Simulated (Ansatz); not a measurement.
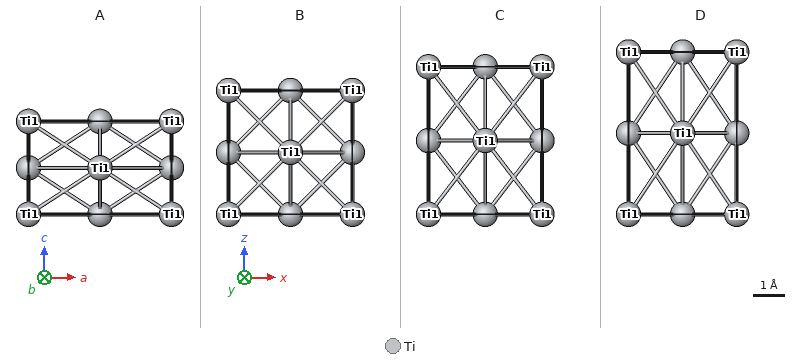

A scan of crystalline Ti (Fm-3m) along one coordinate. x, y and z are the Cartesian axes of the input. Style: ball-and-stick. Shown: the conventional cell (4 times the calculation's cell), along the b axis. Lengths and directions refer to the drawn axes.

Computed with DFT r2SCAN, scalar-relativistic, plane waves, PAW in Ansatz 0.2.0. Set-up: plane-wave cutoff 500 eV; k-point mesh 22 × 22 × 22; occupations gaussian; smearing width 0.15 eV; no spin polarisation. Energies (free energies at the smearing named) are counted from the cell as listed in its source, which wasn't relaxed.

Which coordinate changes from frame to frame?

The ratio of the cell's length along z to its lengths across, counted as 1 for the reference, is changed at fixed volume (a tetragonal or Bain path), with the atoms kept at their fractional coordinates. In the frames the relative ratio is 0.65 (A), 1.00 (B), 1.30 (C), 1.50 (D). Their energies are 48.5 meV/atom, 0.0 meV/atom, 82.2 meV/atom, 255.1 meV/atom.
